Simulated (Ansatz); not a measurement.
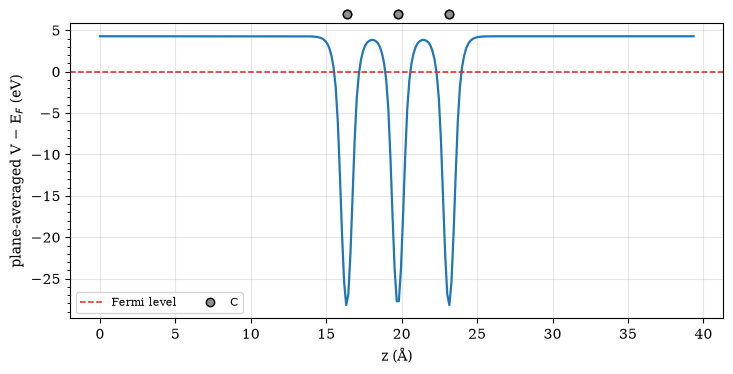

The picture shows: C (slab). Plane average of the electrostatic potential energy of an electron across the slab. Circles mark the heights of the atoms.

Level of theory: DFT PBE+D3(BJ), scalar-relativistic, plane waves, PAW in Ansatz 0.2.0.

In a PAW calculation such maps are meaningful between the atoms, not at the nuclei.

```cif
data_structure
_symmetry_space_group_name_H-M 'P 1'
_symmetry_Int_Tables_number 1
_cell_length_a 2.4652
_cell_length_b 2.4652
_cell_length_c 39.4811
_cell_angle_alpha 90.000
_cell_angle_beta 90.000
_cell_angle_gamma 120.000
_cell_volume 207.78
loop_
_atom_site_label
_atom_site_type_symbol
_atom_site_fract_x
_atom_site_fract_y
_atom_site_fract_z
_atom_site_occupancy
C1 C 0.00000 0.00000 0.41410 1
C2 C 0.66667 0.33333 0.41409 1
C3 C 0.00000 0.00000 0.50000 1
C4 C 0.33333 0.66667 0.50000 1
C5 C 0.00000 0.00000 0.58590 1
C6 C 0.66667 0.33333 0.58591 1
```

> How far above the Fermi level of the calculation is the vacuum level?

4.3 eV.

> What are the slab's thickness and the vacuum gap?

The outermost nuclei are 6.8 Å apart, in 3 atomic planes; the vacuum between periodic images is 32.7 Å wide.
